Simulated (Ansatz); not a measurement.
# Calculations on AgO

## 1. Vibrations

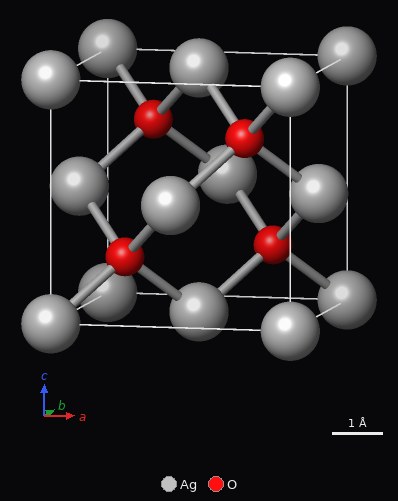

Lattice vibrations of crystalline AgO, space group F-43m (No. 216), at the zone centre. A ball-and-stick model of the conventional cell (4 times the calculation's cell), seen slightly off an axis. Lengths and directions refer to the drawn axes.

These are results of DFT PBEsol, scalar-relativistic, plane waves, PAW (Ansatz 0.2.0), not measurements.

Input
```yaml
crystal:
  lattice:
    - [0.0, 2.4780493031, 2.4780493031]
    - [2.4780493031, 0.0, 2.4780493031]
    - [2.4780493031, 2.4780493031, 0.0]
  atoms:
    - { symbol: Ag, position: [0.0, 0.0, 0.0] }
    - { symbol: O, position: [0.75, 0.75, 0.75] }
basis:
  ecutwfc: 420
kpoints:
  mp_grid: { grid: [14, 14, 14] }
hamiltonian:
  xc: pbesol
scf:
  occupations: { method: fermi_dirac, width: 0.15 }
output:
  eigenvalues: true
phonons:
  method: dfpt
  eigenvectors: true
```

Launched with:
```bash
ansatz run input.yaml --threads 1 --pin off --max-ram 3072MiB --backend cpu --events-out ev --progress --plain --runs-dir out
```

The frequencies depend somewhat on the k-mesh and the smearing.

Which optical modes does it have, at what frequencies, and is it stable there?

The calculation's cell holds 2 atoms, so there are 3 optical modes, in 1 level. The optical modes span T₂. No level is unstable.

| level | symmetry | frequency (cm⁻¹) | activity |
| --- | --- | --- | --- |
| 1 | T₂ | 233 | infrared- and Raman-active |

The crystal is a metal, so free carriers screen the infrared response.

The displacement patterns (one member of each degenerate set):

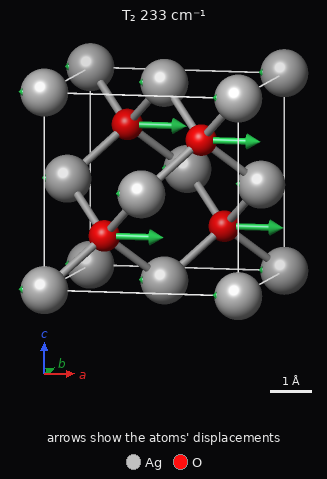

## 2. Vibrations

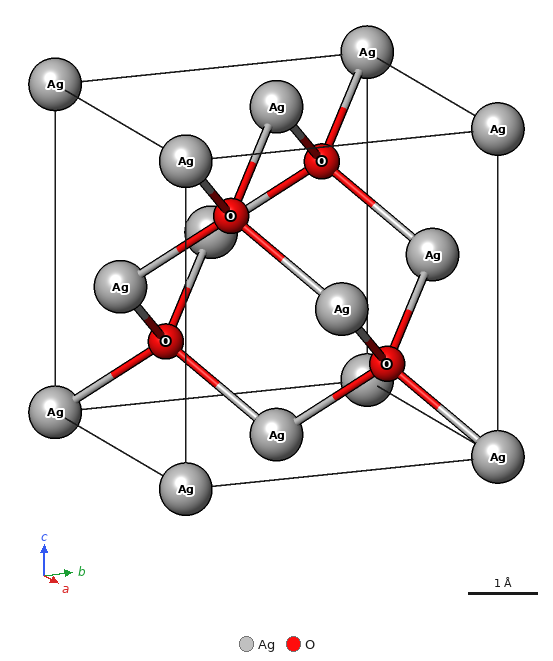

Lattice vibrations of crystalline AgO at 0.98 times its rest volume, space group F-43m (No. 216), at the zone centre. Style: ball-and-stick. Shown: the conventional cell (4 times the calculation's cell), slightly off an axis. Lengths and directions refer to the drawn axes.

Theory: Ansatz, DFT PBEsol, scalar-relativistic, plane waves, PAW.

The input:
```yaml
crystal:
  lattice:
    - [0.0, 2.4614175986, 2.4614175986]
    - [2.4614175986, 0.0, 2.4614175986]
    - [2.4614175986, 2.4614175986, 0.0]
  atoms:
    - { symbol: Ag, position: [0.0, 0.0, 0.0] }
    - { symbol: O, position: [0.75, 0.75, 0.75] }
basis:
  ecutwfc: 420
kpoints:
  mp_grid: { grid: [14, 14, 14] }
hamiltonian:
  xc: pbesol
scf:
  occupations: { method: fermi_dirac, width: 0.15 }
output:
  eigenvalues: true
phonons:
  method: dfpt
  eigenvectors: true
```

Command:
```bash
ansatz run input.yaml --threads 1 --pin off --max-ram 3072MiB --backend cpu --events-out ev --progress --plain --runs-dir out
```

The frequencies depend somewhat on the k-mesh and the smearing.

Q: Which optical modes does it have, at what frequencies, and is it stable there?

A: The calculation's cell holds 2 atoms, so there are 3 optical modes, in 1 level. The optical modes span T₂. No level is unstable.

```tsv
level	symmetry	frequency (cm⁻¹)	activity
1	T₂	248	infrared- and Raman-active
```

The crystal is a metal, so free carriers screen the infrared response.

The modes drawn as arrows (one member of each degenerate set):

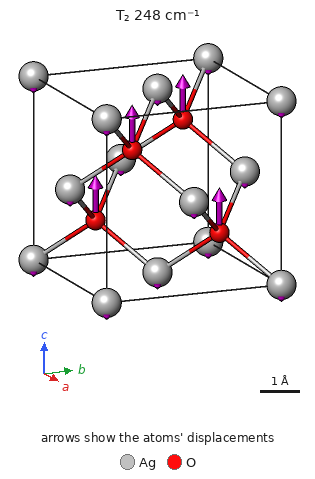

## 3. One mode

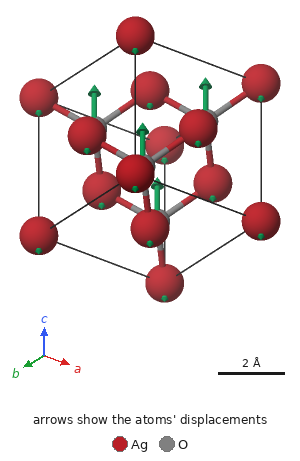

One vibrational mode of a crystal of AgO relaxed at 6 GPa at the zone centre. Displacements are drawn as green arrows; their common scale and sign are arbitrary. Style: ball-and-stick. Shown: the conventional cell (4 times the calculation's cell), from a free direction. Lengths and directions refer to the drawn axes.

All numbers below come from Ansatz, DFT PBEsol, scalar-relativistic, plane waves, PAW.

Input
```yaml
crystal:
  lattice:
    - [0.0, 2.437225957, 2.437225957]
    - [2.437225957, 0.0, 2.437225957]
    - [2.437225957, 2.437225957, 0.0]
  atoms:
    - { symbol: Ag, position: [0.0, 0.0, 0.0] }
    - { symbol: O, position: [0.75, 0.75, 0.75] }
basis:
  ecutwfc: 420
kpoints:
  mp_grid: { grid: [14, 14, 14] }
hamiltonian:
  xc: pbesol
scf:
  occupations: { method: fermi_dirac, width: 0.15 }
output:
  eigenvalues: true
phonons:
  method: dfpt
  eigenvectors: true
```

Command:
```bash
ansatz run input.yaml --threads 1 --pin off --max-ram 3072MiB --backend cpu --events-out ev --progress --plain --runs-dir out
```

The frequencies depend somewhat on the k-mesh and the smearing.

Q: Describe the mode and give its frequency.

A: This is the T₂ mode (triply degenerate; one member of the set is drawn) at 33.5 meV, the only optical level, infrared- and Raman-active by symmetry. The O sublattice moves against the Ag sublattice, along c; the kinetic energy is shared as O 87 %, Ag 13 %. The crystal is a metal, so free carriers screen the infrared response.

## 4. One mode

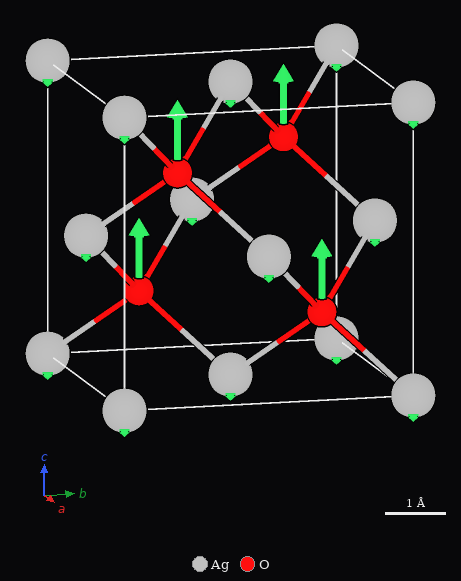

One vibrational mode of solid AgO at 1.02 times its rest volume at the zone centre. The green arrows give the relative displacements of the atoms. A ball-and-stick model of the conventional cell (4 times the calculation's cell), seen slightly off an axis. Lengths and directions refer to the drawn axes.

These are results of DFT PBEsol, scalar-relativistic, plane waves, PAW in Ansatz 0.2.0, not measurements. Set-up: plane-wave cutoff 420 eV; k-point mesh 14 × 14 × 14; occupations fermi dirac; smearing width 0.15 eV; no spin polarisation.

The frequencies depend somewhat on the k-mesh and the smearing.

### Give the symmetry, activity and frequency of this mode.

This is the T₂ mode (triply degenerate; one member of the set is drawn) at 27.0 meV, the only optical level, infrared- and Raman-active by symmetry. The O sublattice moves against the Ag sublattice, along c; the kinetic energy is shared as O 87 %, Ag 13 %. The crystal is a metal, so free carriers screen the infrared response.

## 5. Softest mode

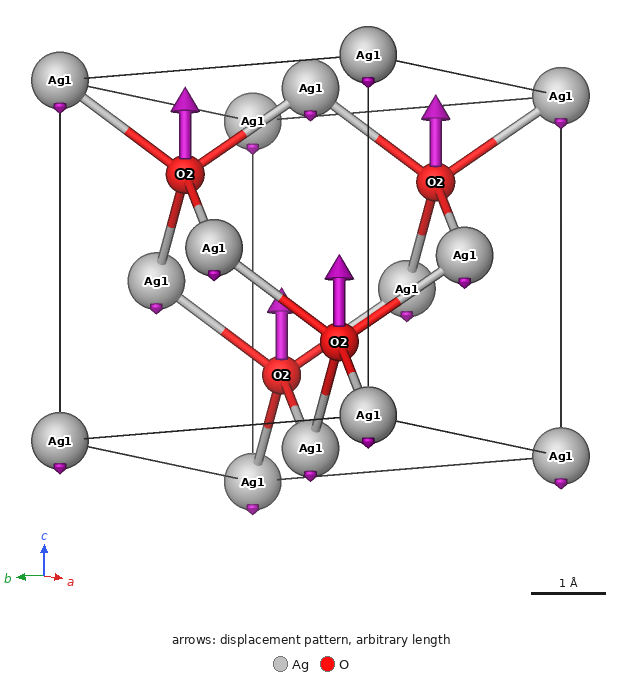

The lowest optical mode of solid AgO relaxed at 2 GPa, space group F-43m (No. 216), at the zone centre. Displacements are drawn as purple arrows; their common scale and sign are arbitrary. Style: ball-and-stick. Shown: the conventional cell (4 times the calculation's cell), from a free direction. Lengths and directions refer to the drawn axes.

Computed with DFT PBEsol, scalar-relativistic, plane waves, PAW (Ansatz 0.2.0). (plane-wave cutoff 420 eV; k-point mesh 14 × 14 × 14; occupations fermi dirac; smearing width 0.15 eV; target pressure 2 GPa; no spin polarisation)

The frequencies depend somewhat on the k-mesh and the smearing.

> Is this crystal at a minimum with respect to the drawn distortion?

Yes: this softest mode has a real frequency, and so have all others here. That speaks for this wave vector alone: the rest of the zone wasn't checked in this run. This is the T₂ mode (triply degenerate; one member of the set is drawn) at 246 cm⁻¹, the only optical level, infrared- and Raman-active by symmetry. The O sublattice moves against the Ag sublattice, along c; the kinetic energy is shared as O 87 %, Ag 13 %. The crystal is a metal, so free carriers screen the infrared response.
